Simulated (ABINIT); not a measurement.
## Single-point calculation, with input and output: Rh (part 2 of 2)

Continued. System: Rh (P-1, 1 atom in the cell). Method: Kohn-Sham DFT of a periodic cell, PBEsol, JTH PAW PBE v2.0, no spin polarisation (ABINIT 10.8.3); cutoff 435.38 eV, 3×3×3 k-mesh, methfessel-paxton of 0.1 eV. The structure derives from an entry of the Crystallography Open Database.

Geometry of the input (Å; fractional positions):
```
-0.0393  1.8831  1.9625
1.9019  0.0328  1.8903
1.9247  1.8337  0.0101
Rh 0.0048  0.0035  -0.0058
```

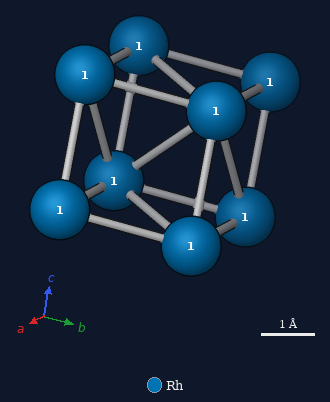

**Figure 1.** The input geometry (ball-and-stick view of the reduced cell, seen slightly off an axis; atoms are numbered from 1 in the order of the input). An atom can appear more than once, as a periodic image.

## The program's output, continued
```
 Mean square residual over all n,k,spin=   91.779E-09; max=  11.479E-06
   0.0000  0.0000  0.0000    1  1.93364E-08 kpt; spin; max resid(k); each band:
  9.45E-13 1.79E-12 9.57E-12 4.47E-12 2.76E-13 1.90E-13 1.74E-13 7.32E-13
  9.00E-14 4.22E-13 2.32E-13 1.44E-10 1.93E-08
   0.3333  0.0000  0.0000    1  4.62362E-06 kpt; spin; max resid(k); each band:
  1.19E-12 3.51E-12 1.95E-12 5.85E-12 8.24E-13 2.56E-13 3.46E-13 5.46E-13
  6.20E-13 2.91E-13 7.09E-13 2.99E-13 4.62E-06
   0.0000  0.3333  0.0000    1  5.70583E-07 kpt; spin; max resid(k); each band:
  1.22E-12 1.55E-12 8.06E-12 2.89E-12 2.57E-13 1.03E-13 6.16E-13 5.77E-13
  3.22E-13 4.69E-13 7.43E-13 7.37E-13 5.71E-07
   0.3333  0.3333  0.0000    1  8.37559E-12 kpt; spin; max resid(k); each band:
  1.56E-12 8.38E-12 6.45E-12 3.62E-12 2.86E-13 3.48E-13 1.54E-12 8.07E-13
  4.49E-13 4.54E-13 1.70E-12 1.66E-12 9.65E-13
  -0.3333  0.3333  0.0000    1  1.87468E-11 kpt; spin; max resid(k); each band:
  1.27E-12 1.88E-12 7.56E-12 7.72E-12 1.96E-13 4.51E-13 7.74E-13 4.54E-13
  8.67E-13 9.55E-13 2.91E-12 6.61E-13 1.87E-11
   0.0000  0.0000  0.3333    1  1.14788E-05 kpt; spin; max resid(k); each band:
  1.17E-12 3.71E-12 4.57E-13 2.10E-12 1.33E-12 2.25E-13 1.23E-13 2.92E-12
  2.21E-13 1.44E-13 1.35E-12 5.20E-13 1.15E-05
   0.3333  0.0000  0.3333    1  6.17412E-12 kpt; spin; max resid(k); each band:
  9.94E-13 3.01E-12 1.02E-12 6.17E-12 4.60E-13 6.77E-13 3.32E-13 1.56E-13
  2.01E-13 3.55E-13 2.67E-12 1.48E-12 2.95E-12
  -0.3333  0.0000  0.3333    1  3.86760E-11 kpt; spin; max resid(k); each band:
  1.18E-12 4.90E-12 6.02E-12 2.29E-13 3.39E-13 6.39E-13 3.87E-13 1.30E-13
  1.11E-13 2.53E-12 7.81E-13 1.56E-12 3.87E-11
   0.0000  0.3333  0.3333    1  3.64485E-12 kpt; spin; max resid(k); each band:
  1.20E-12 3.64E-12 2.25E-12 2.95E-12 3.34E-13 3.79E-13 1.41E-12 5.96E-13
  5.08E-13 3.30E-13 1.40E-12 7.92E-13 3.38E-12
   0.3333  0.3333  0.3333    1  9.72582E-09 kpt; spin; max resid(k); each band:
  1.41E-12 2.86E-12 2.77E-12 4.85E-12 1.19E-13 8.95E-14 3.28E-13 9.81E-13
  2.87E-13 3.76E-13 4.43E-13 3.98E-13 9.73E-09
  -0.3333  0.3333  0.3333    1  2.60106E-10 kpt; spin; max resid(k); each band:
  1.32E-12 5.30E-12 1.66E-12 8.34E-12 2.55E-13 3.32E-13 7.91E-13 3.48E-13
  5.89E-13 5.88E-13 1.51E-12 6.33E-13 2.60E-10
   0.0000 -0.3333  0.3333    1  1.40490E-10 kpt; spin; max resid(k); each band:
  1.20E-12 4.85E-12 7.03E-12 1.88E-12 3.30E-13 6.26E-13 8.03E-13 3.36E-13
  4.58E-13 1.20E-12 1.96E-12 8.19E-13 1.40E-10
   0.3333 -0.3333  0.3333    1  3.63119E-10 kpt; spin; max resid(k); each band:
  1.14E-12 1.59E-12 5.78E-12 8.84E-12 2.67E-13 3.39E-13 2.90E-13 2.15E-13
  2.21E-13 7.21E-13 7.38E-13 8.38E-13 3.63E-10
  -0.3333 -0.3333  0.3333    1  4.07371E-10 kpt; spin; max resid(k); each band:
  1.59E-12 5.47E-12 1.23E-12 4.78E-12 3.81E-13 4.66E-13 1.02E-12 4.57E-13
  4.00E-13 1.33E-12 3.36E-12 7.83E-13 4.07E-10
 reduced coordinates (array xred) for    1 atoms
       0.004767000000      0.003501000000     -0.005820000000
 rms dE/dt=  0.0000E+00; max dE/dt=  0.0000E+00; dE/dt below (all hartree)
    1       0.000000000000      0.000000000000      0.000000000000

 cartesian coordinates (angstrom) at end:
    1     -0.00473033339100    -0.00158040332400     0.01591436391900

 cartesian forces (hartree/bohr) at end:
    1     -0.00000000000000    -0.00000000000000    -0.00000000000000
 frms,max,avg= 0.0000000E+00 0.0000000E+00   0.000E+00  0.000E+00  0.000E+00 h/b

 cartesian forces (eV/Angstrom) at end:
    1     -0.00000000000000    -0.00000000000000    -0.00000000000000
 frms,max,avg= 0.0000000E+00 0.0000000E+00   0.000E+00  0.000E+00  0.000E+00 e/A
 length scales=  1.889726125908  1.889726125908  1.889726125908 bohr
              =  1.000000000000  1.000000000000  1.000000000000 angstroms
 Fermi (or HOMO) energy (hartree) =   0.58811   Average Vxc (hartree)=  -0.49756
 Eigenvalues (hartree) for nkpt=  14  k points:
 kpt#   1, nband= 13, wtk=  0.03704, kpt=  0.0000  0.0000  0.0000 (reduced coord)
  -2.30302   -1.10977   -1.10827   -1.10451    0.30435    0.46865    0.47964    0.49843
   0.55098    0.57096    1.18569    1.34520    1.38238
      occupation numbers for kpt#   1
   2.00000    2.00000    2.00000    2.00000    2.00000    2.00000    2.00000    2.00000
   2.00000    2.00000    0.00000    0.00000    0.00000
 kpt#   2, nband= 13, wtk=  0.07407, kpt=  0.3333  0.0000  0.0000 (reduced coord)
  -2.30037   -1.12350   -1.11201   -1.11015    0.37473    0.47650    0.49927    0.51774
   0.58934    0.59290    1.02943    1.21541    1.46835
      occupation numbers for kpt#   2
   2.00000    2.00000    2.00000    2.00000    2.00000    2.00000    2.00000    2.00000
   0.46915   -0.06926    0.00000    0.00000    0.00000
 kpt#   3, nband= 13, wtk=  0.07407, kpt=  0.0000  0.3333  0.0000 (reduced coord)
  -2.29933   -1.13235   -1.11201   -1.10762    0.37902    0.47635    0.50444    0.53113
   0.58376    0.58780    1.07655    1.20953    1.43113
      occupation numbers for kpt#   3
   2.00000    2.00000    2.00000    2.00000    2.00000    2.00000    2.00000    2.00000
   2.07034    1.14446    0.00000    0.00000    0.00000
 kpt#   4, nband= 13, wtk=  0.07407, kpt=  0.3333  0.3333  0.0000 (reduced coord)
  -2.29882   -1.12941   -1.11550   -1.11201    0.38607    0.39904    0.57665    0.58172
   0.58478    0.60126    1.18342    1.20428    1.21797
      occupation numbers for kpt#   4
   2.00000    2.00000    2.00000    2.00000    2.00000    2.00000    2.00009    2.03374
   2.02470   -0.00001    0.00000    0.00000    0.00000
 kpt#   5, nband= 13, wtk=  0.07407, kpt= -0.3333  0.3333  0.0000 (reduced coord)
  -2.29775   -1.13089   -1.12044   -1.11448    0.40752    0.44437    0.48974    0.55339
   0.59534    0.84534    0.95171    1.03535    1.28776
      occupation numbers for kpt#   5
   2.00000    2.00000    2.00000    2.00000    2.00000    2.00000    2.00000    2.00000
  -0.01775    0.00000    0.00000    0.00000    0.00000
 kpt#   6, nband= 13, wtk=  0.07407, kpt=  0.0000  0.0000  0.3333 (reduced coord)
  -2.29957   -1.13100   -1.11315   -1.10626    0.37798    0.48498    0.49564    0.52709
   0.58246    0.59006    1.06322    1.21189    1.44736
      occupation numbers for kpt#   6
   2.00000    2.00000    2.00000    2.00000    2.00000    2.00000    2.00000    2.00000
   2.05181    0.22839    0.00000    0.00000    0.00000
 kpt#   7, nband= 13, wtk=  0.07407, kpt=  0.3333  0.0000  0.3333 (reduced coord)
  -2.29834   -1.12951   -1.11691   -1.11372    0.38933    0.40212    0.57673    0.58007
   0.59727    0.59838    1.16262    1.20223    1.24044
      occupation numbers for kpt#   7
   2.00000    2.00000    2.00000    2.00000    2.00000    2.00000    2.00011    2.00830
  -0.00239   -0.00057    0.00000    0.00000    0.00000
 kpt#   8, nband= 13, wtk=  0.07407, kpt= -0.3333  0.0000  0.3333 (reduced coord)
  -2.29763   -1.12974   -1.12074   -1.11600    0.40597    0.43688    0.50159    0.55570
   0.59176    0.81475    0.97465    1.07099    1.27211
      occupation numbers for kpt#   8
   2.00000    2.00000    2.00000    2.00000    2.00000    2.00000    2.00000    2.00000
  -0.04904    0.00000    0.00000    0.00000    0.00000
 kpt#   9, nband= 13, wtk=  0.07407, kpt=  0.0000  0.3333  0.3333 (reduced coord)
  -2.29901   -1.12779   -1.11633   -1.11181    0.38420    0.39946    0.57349    0.58167
   0.58637    0.60276    1.17183    1.19926    1.23433
      occupation numbers for kpt#   9
   2.00000    2.00000    2.00000    2.00000    2.00000    2.00000    2.00000    2.03266
   1.71135   -0.00000    0.00000    0.00000    0.00000
 kpt#  10, nband= 13, wtk=  0.07407, kpt=  0.3333  0.3333  0.3333 (reduced coord)
  -2.29987   -1.12858   -1.11252   -1.10771    0.37701    0.46803    0.51181    0.52425
   0.58581    0.59057    1.05498    1.21091    1.43571
      occupation numbers for kpt#  10
   2.00000    2.00000    2.00000    2.00000    2.00000    2.00000    2.00000    2.00000
   1.86244    0.10187    0.00000    0.00000    0.00000
 kpt#  11, nband= 13, wtk=  0.07407, kpt= -0.3333  0.3333  0.3333 (reduced coord)
  -2.29811   -1.12765   -1.12112   -1.11498    0.40230    0.44350    0.49076    0.56078
   0.59607    0.83229    0.94748    1.02407    1.30970
      occupation numbers for kpt#  11
   2.00000    2.00000    2.00000    2.00000    2.00000    2.00000    2.00000    2.00000
  -0.00899    0.00000    0.00000    0.00000    0.00000
 kpt#  12, nband= 13, wtk=  0.07407, kpt=  0.0000 -0.3333  0.3333 (reduced coord)
  -2.29743   -1.13103   -1.12591   -1.11079    0.41669    0.45161    0.47909    0.54235
   0.59652    0.87127    0.95935    1.02679    1.26986
      occupation numbers for kpt#  12
   2.00000    2.00000    2.00000    2.00000    2.00000    2.00000    2.00000    2.00000
  -0.00569    0.00000    0.00000    0.00000    0.00000
 kpt#  13, nband= 13, wtk=  0.07407, kpt=  0.3333 -0.3333  0.3333 (reduced coord)
  -2.29726   -1.13027   -1.12580   -1.11277    0.41482    0.44263    0.49317    0.54303
   0.59219    0.84335    0.98402    1.07144    1.24465
      occupation numbers for kpt#  13
   2.00000    2.00000    2.00000    2.00000    2.00000    2.00000    2.00000    2.00000
  -0.06615    0.00000    0.00000    0.00000    0.00000
 kpt#  14, nband= 13, wtk=  0.07407, kpt= -0.3333 -0.3333  0.3333 (reduced coord)
  -2.29761   -1.12923   -1.12633   -1.11107    0.41188    0.44641    0.48548    0.54959
   0.59522    0.85254    0.95907    1.03049    1.28081
      occupation numbers for kpt#  14
   2.00000    2.00000    2.00000    2.00000    2.00000    2.00000    2.00000    2.00000
  -0.01959    0.00000    0.00000    0.00000    0.00000
 Fermi (or HOMO) energy (eV) =  16.00332   Average Vxc (eV)= -13.53926
 Eigenvalues (   eV  ) for nkpt=  14  k points:
 kpt#   1, nband= 13, wtk=  0.03704, kpt=  0.0000  0.0000  0.0000 (reduced coord)
 -62.66843  -30.19847  -30.15769  -30.05514    8.28167   12.75270   13.05167   13.56290
  14.99281   15.53652   32.26431   36.60480   37.61645
 kpt#   2, nband= 13, wtk=  0.07407, kpt=  0.3333  0.0000  0.0000 (reduced coord)
 -62.59636  -30.57190  -30.25929  -30.20861   10.19694   12.96627   13.58585   14.08835
  16.03664   16.13353   28.01229   33.07301   39.95588
 kpt#   3, nband= 13, wtk=  0.07407, kpt=  0.0000  0.3333  0.0000 (reduced coord)
 -62.56807  -30.81269  -30.25925  -30.13999   10.31373   12.96218   13.72662   14.45286
  15.88505   15.99475   29.29451   32.91286   38.94305
 kpt#   4, nband= 13, wtk=  0.07407, kpt=  0.3333  0.3333  0.0000 (reduced coord)
 -62.55414  -30.73279  -30.35431  -30.25933   10.50558   10.85849   15.69147   15.82939
  15.91276   16.36113   32.20247   32.77010   33.14264
 kpt#   5, nband= 13, wtk=  0.07407, kpt= -0.3333  0.3333  0.0000 (reduced coord)
 -62.52487  -30.77321  -30.48863  -30.32666   11.08920   12.09195   13.32654   15.05844
  16.20004   23.00300   25.89742   28.17337   35.04175
 kpt#   6, nband= 13, wtk=  0.07407, kpt=  0.0000  0.0000  0.3333 (reduced coord)
 -62.57444  -30.77620  -30.29037  -30.10298   10.28535   13.19693   13.48710   14.34272
  15.84946   16.05625   28.93172   32.97723   39.38463
 kpt#   7, nband= 13, wtk=  0.07407, kpt=  0.3333  0.0000  0.3333 (reduced coord)
 -62.54093  -30.73554  -30.39264  -30.30576   10.59412   10.94228   15.69374   15.78448
  16.25259   16.28264   31.63659   32.71422   33.75422
 kpt#   8, nband= 13, wtk=  0.07407, kpt= -0.3333  0.0000  0.3333 (reduced coord)
 -62.52169  -30.74168  -30.49684  -30.36802   11.04705   11.88823   13.64904   15.12149
  16.10274   22.17061   26.52161   29.14319   34.61599
 kpt#   9, nband= 13, wtk=  0.07407, kpt=  0.0000  0.3333  0.3333 (reduced coord)
 -62.55916  -30.68881  -30.37691  -30.25401   10.45469   10.86974   15.60549   15.82808
  15.95588   16.40202   31.88709   32.63358   33.58784
 kpt#  10, nband= 13, wtk=  0.07407, kpt=  0.3333  0.3333  0.3333 (reduced coord)
 -62.58260  -30.71034  -30.27320  -30.14238   10.25896   12.73583   13.92697   14.26550
  15.94074   16.07034   28.70755   32.95051   39.06756
 kpt#  11, nband= 13, wtk=  0.07407, kpt= -0.3333  0.3333  0.3333 (reduced coord)
 -62.53467  -30.68491  -30.50730  -30.34022   10.94713   12.06823   13.35413   15.25966
  16.22002   22.64788   25.78232   27.86632   35.63877
 kpt#  12, nband= 13, wtk=  0.07407, kpt=  0.0000 -0.3333  0.3333 (reduced coord)
 -62.51632  -30.77686  -30.63754  -30.22621   11.33866   12.28896   13.03677   14.75803
  16.23200   23.70858   26.10528   27.94048   34.55453
 kpt#  13, nband= 13, wtk=  0.07407, kpt=  0.3333 -0.3333  0.3333 (reduced coord)
 -62.51153  -30.75629  -30.63466  -30.27995   11.28780   12.04466   13.41992   14.77657
  16.11426   22.94876   26.77644   29.15530   33.86865
 kpt#  14, nband= 13, wtk=  0.07407, kpt= -0.3333 -0.3333  0.3333 (reduced coord)
 -62.52114  -30.72779  -30.64899  -30.23366   11.20793   12.14750   13.21061   14.95506
  16.19686   23.19877   26.09774   28.04110   34.85251
 Total charge density [el/Bohr^3]
)     Maximum=    2.1745E+00  at reduced coord.    0.0000    0.0000    0.0000
)Next maximum=    2.1233E+00  at reduced coord.    0.0333    0.0000    0.0000
)     Minimum=    2.6009E-02  at reduced coord.    0.5000    0.5185    0.4815
)Next minimum=    2.6070E-02  at reduced coord.    0.5000    0.4815    0.5185
   Integrated=    1.7000E+01

--- !EnergyTerms
iteration_state     : {dtset: 1, }
comment             : Components of total free energy in Hartree
kinetic             :  1.49051165244090E+01
hartree             :  1.85260436478599E+01
xc                  : -5.08390370362255E+00
Ewald energy        : -9.23324676009385E+01
psp_core            :  4.05723066452555E+00
local_psp           : -7.20620547781549E+01
PAW spherical_terms :  2.06365322089898E+01
internal            : -1.11353503036932E+02
'-kT*entropy'       :  5.03531105980174E-05
total_energy        : -1.11353452683821E+02
total_energy_eV     : -3.03008181080302E+03
...

--- !EnergyTermsDC
iteration_state     : {dtset: 1, }
comment             : '"Double-counting" decomposition of free energy'
band_energy         : -6.93877551388679E+00
Ewald energy        : -9.23324676009385E+01
psp_core            :  4.05723066452555E+00
xc_dc               : -1.69538440986710E+01
PAW spherical_terms :  8.14349125096445E-01
internal            : -1.11353507423874E+02
'-kT*entropy'       :  5.03531105980174E-05
total_energy_dc     : -1.11353457070764E+02
total_energy_dc_eV  : -3.03008193017782E+03
...

--- !EnergyTermsWithPAWCore
iteration_state     : {dtset: 1, }
comment             : 'Components of total free energy, including PAW core contributions'
Total energy        : -4.78198015733191E+03
Total energy DC     : -4.78198016171885E+03
Total energy (eV)   : -1.30124309081775E+05
Total energy DC (eV): -1.30124309201150E+05
...

 Cartesian components of stress tensor (hartree/bohr^3)
  sigma(1 1)= -7.76459533E-04  sigma(3 2)=  6.86676678E-05
  sigma(2 2)= -5.14774462E-04  sigma(3 1)= -5.22285560E-05
  sigma(3 3)= -8.35388048E-04  sigma(2 1)=  6.03598201E-05

-Cartesian components of stress tensor (GPa)         [Pressure=  2.0856E+01 GPa]
- sigma(1 1)= -2.28442282E+01  sigma(3 2)=  2.02027254E+00
- sigma(2 2)= -1.51451876E+01  sigma(3 1)= -1.53661717E+00
- sigma(3 3)= -2.45779649E+01  sigma(2 1)=  1.77584722E+00

== END DATASET(S) ==============================================================
================================================================================

 -outvars: echo values of variables after computation  --------
            acell      1.8897261259E+00  1.8897261259E+00  1.8897261259E+00 Bohr
           etotal     -1.1135345707E+02
            fcart     -0.0000000000E+00 -0.0000000000E+00 -0.0000000000E+00
            rprim     -3.9334000000E-02  1.8830950000E+00  1.9624630000E+00
                       1.9019270000E+00  3.2811000000E-02  1.8903180000E+00
                       1.9246520000E+00  1.8336750000E+00  1.0086000000E-02
           strten     -7.7645953287E-04 -5.1477446179E-04 -8.3538804828E-04
                       6.8667667799E-05 -5.2228555993E-05  6.0359820060E-05
           xangst     -4.7303333910E-03 -1.5804033240E-03  1.5914363919E-02
             xred      4.7670000000E-03  3.5010000000E-03 -5.8200000000E-03
 Calculation completed.
```

## Results in brief

| quantity | value |
| --- | --- |
| outcome | converged |
| space group (tolerance 0.01 Å) | P-1 (2) |
| electrons treated | 17 |
| free energy | −3030.0819 eV |
| Fermi energy | 16.003 eV |
| gap on the k-point mesh | none (metallic) |
| pressure | 20.86 GPa |
| largest force (length of the vector) | under 0.001 eV/Å |
| wall time | 8.9 s |
| peak memory | 0.08 GiB |

The k-point mesh is coarse for a cell of this size, so the results may not be converged.
